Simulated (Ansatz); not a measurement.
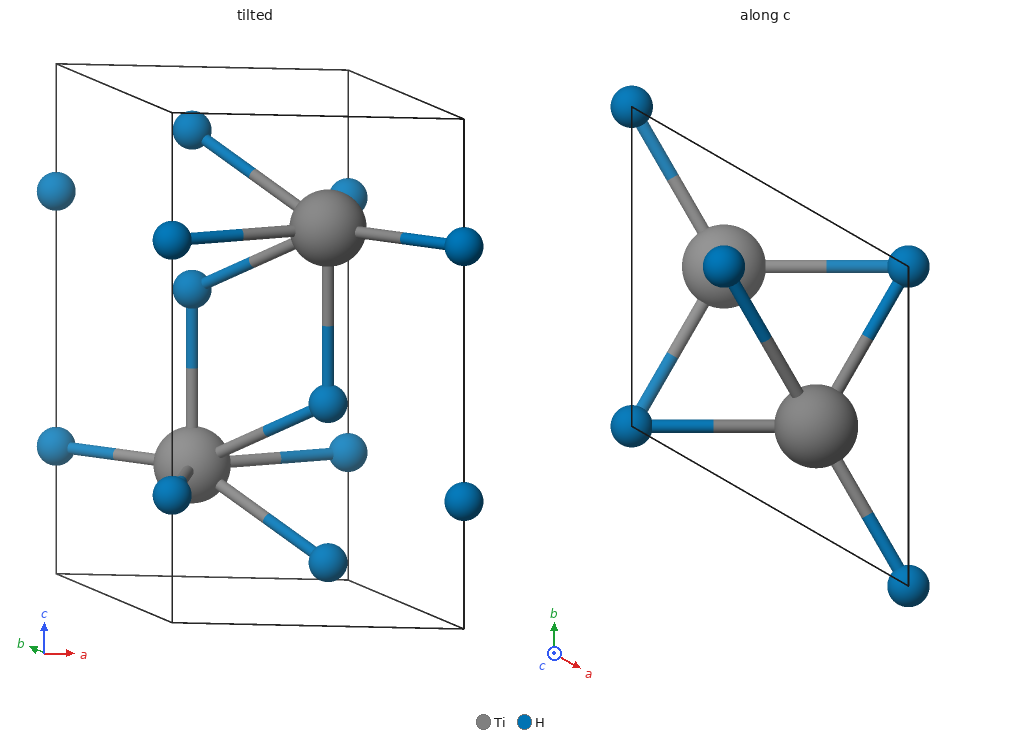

The structure above is drawn in ball-and-stick style and viewed slightly off an axis and along the c axis. The wireframe shows the conventional unit cell. Cell: a = 3.17 Å, b = 3.17 Å, c = 5.59 Å, α = 90.00°, β = 90.00°, γ = 120.00°.

The structure was taken from a structure type filled with these elements by a generator (whether the compound takes this form wasn't checked). Earlier steps of the study may have refined or changed the cell and positions. Ansatz was used for an electronic-structure calculation on it.

Summary of the structure:

Its composition is TiH₃. It belongs to space group P6_3/mmc (No. 194) and has a primitive hexagonal lattice. Content of the cell: 2 Ti, 6 H (Z = 2). Each Ti has eleven H at about 1.8 to 2.0 Å. H takes two kinds of site: 4f with four Ti in a distorted tetrahedral arrangement at about 1.9 to 2.0 Å; 2b with three Ti in a trigonal planar arrangement at about 1.8 Å. Not all metal-metal contacts are counted. The bonds build a three-dimensional framework.

Results below were computed with DFT r2SCAN, scalar-relativistic, plane waves, PAW (Ansatz 0.2.0); the settings were plane-wave cutoff 500 eV, Brillouin-zone sampling on a 12×12×8 mesh, Gaussian smearing of 0.1 eV, no spin polarisation.

Is the electronic structure metallic or gapped?

A metal: bands cross the Fermi level.

What does a Bader analysis give?

Ti +1.62 e; H -0.54 e.

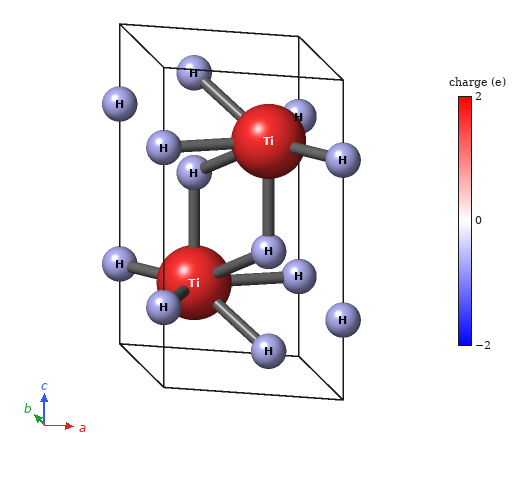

The atoms coloured by those charges. The run's cell of 8 atoms is drawn.

Does this geometry sit at a stationary point of the energy?

No. The largest force is 0.05 eV/Å, on H. The pressure is -1.6 GPa, so the cell would contract.
